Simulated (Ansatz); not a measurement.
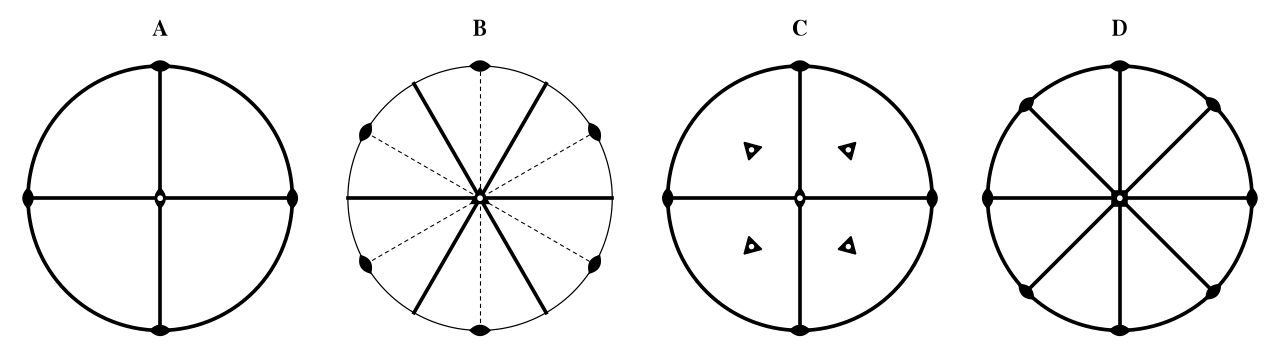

Stereographic projection: heavy lines are mirror planes (a heavy rim: a mirror in the plane of the page); lens, triangle, square and hexagon are 2-, 3-, 4- and 6-fold axes, a lens in an open square is −4, a triangle in an open hexagon −6; thin dashed diameters join the ends of axes that lie in the page; a small open circle marks inversion. Each shows the symmetry elements. The c axis points at the viewer. Computed from the symmetry of the structures below (computed or model cells, partly hypothetical).

Q: Match each stereogram to its crystal.
1. Cd, No. 139, I4/mmm
2. Se, No. 63, Cmcm
3. Si, Ia-3, No. 206
4. Os, No. 166, R-3m, hexagonal axes

A: A is 2 (point group mmm); B is 4 (point group -3m); C is 3 (point group m-3); D is 1 (point group 4/mmm).
